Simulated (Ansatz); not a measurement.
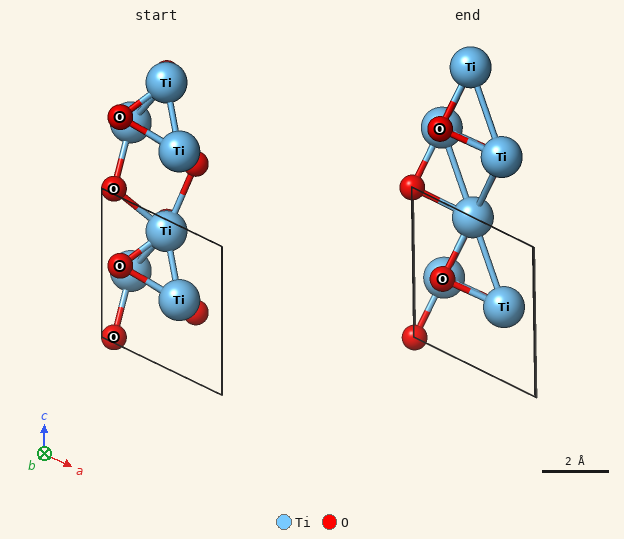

The structure of solid Ti₃O₄ (set up in P1) before (left) and after (right) a relaxation, at one scale.

Style: ball-and-stick. Shown: the cell of the calculation, reduced to other axes, repeated 1 × 1 × 2 with one cell outlined, along the b axis. Lengths and directions refer to the drawn axes.

Case: all atoms moved at random, sigma 0.25 Å for each component, cell strained at random, sigma 0.01; relaxed back.

These are results of DFT PBEsol, scalar-relativistic, plane waves, PAW in Ansatz, not measurements. Settings: plane-wave cutoff 420 eV; k-point mesh 12 × 12 × 12; occupations gaussian; smearing width 0.15 eV; no spin polarisation; cell and atoms relaxed; force threshold 0.01 eV/Å; at most 80 steps.

Q: What changed between the two?

A: The run was cut off at its time limit before the program reported convergence, but its last step already meets the force threshold: the largest component is 0.00067 eV/Å against 0.01 eV/Å. The pressure is within 0.01 GPa of its target. The energy falls by 6.513 eV per cell of the calculation in 6 accepted moves (7 points after the start). Largest force component: 10 eV/Å at the start, 0.00067 eV/Å at the end. Pressure: 40.97 GPa at the start and 0.00 GPa at the end. The SCF was repeated once at an unchanged geometry on a basis and grid sized afresh for the cell, which shifted the energy by 4.9 meV per cell of the calculation at most. The largest move relative to the cell is that of a Ti atom, 0.54 Å along [−1 −1 2]. By element the largest moves are Ti 0.54 Å, O 0.53 Å. The volume changes by +1.1 %, with a 4.050 → 4.100 Å (+1.2 %), b 4.096 → 4.100 Å (+0.1 %), c 4.926 → 4.980 Å (+1.1 %), α 113.8° → 114.3°, β 112.8° → 114.3°, γ 91.5° → 90.0°. Some distances before and after: Ti–Ti 2.150 → 2.881 Å, Ti–Ti 3.473 → 2.881 Å, O–Ti 2.562 → 2.050 Å, Ti–Ti 3.366 → 2.881 Å. New bonds form, among them: O–Ti (2.56 → 2.05 Å). Among the angles between lasting bonds that change: Ti–O–Ti 140.6° → 180.0°, Ti–O–Ti 142.4° → 180.0°, Ti–O–Ti 56.6° → 90.0°. The space group (tolerance 0.01 Å) goes from P1 (No. 1) to I4/mmm (No. 139).
